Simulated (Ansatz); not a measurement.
The calculation's input:

```
crystal:
  lattice:
    - [3.5347, 1.76735, 1.76735]
    - [1.76735, 3.5347, 1.76735]
    - [1.76735, 1.76735, 3.5347]
  atoms:
    - { symbol: Ni, position: [0.0, 0.0, 0.0] }
    - { symbol: Ni, position: [0.5, 0.5, 0.5] }
hamiltonian:
  xc: pbe
  pseudopotentials: { kind: paw }
basis:
  ecutwfc: 420
kpoints:
  mp_grid: { grid: [13, 13, 13] }
scf:
  occupations: { method: gaussian, width: 0.1 }
  lower_state_search: "off"
output:
  forces: true
  stress: true
  write_density: true
  write_potential: true
  elf: true
  volumetric_format: npy
```

Launched as:

```sh
ansatz run input.yaml --threads 2 --pin off --max-ram 5120MiB --backend cpu --events-out ev --progress --plain --runs-dir out
```

Space group Fm-3m; computed pressure about −4 GPa in this cell; computed without spin polarisation.

All numbers below come from DFT, PBE, PAW, plane waves, scalar-relativistic (Ansatz).

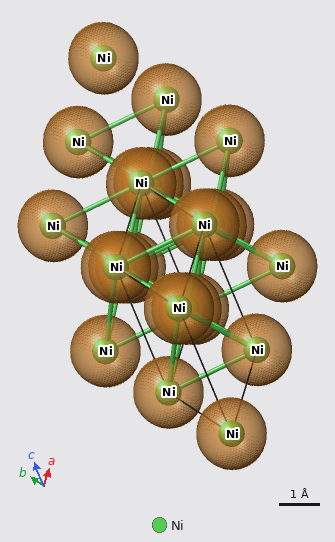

Ni. Isosurface of the valence pseudo-density at 0.6 e/Å³ (orange), seen slightly off an axis. Sticks mark near contacts.

Question: What does this surface tell about the bonding?

Answer: At this value the density breaks into separate islands; it holds about 85 % of the electrons treated as valence (semicore included). It bridges none of the near contacts. It is pinched off along the shortest Ni–Ni (2.50 Å) contacts. On the grid the lowest density along these lines, outside the cores, is 0.31 e/Å³ (Ni–Ni, 2.50 Å).

Question: Does the calculation give a band gap?

Answer: It is metallic or semimetallic at this level of theory: no gap opens.
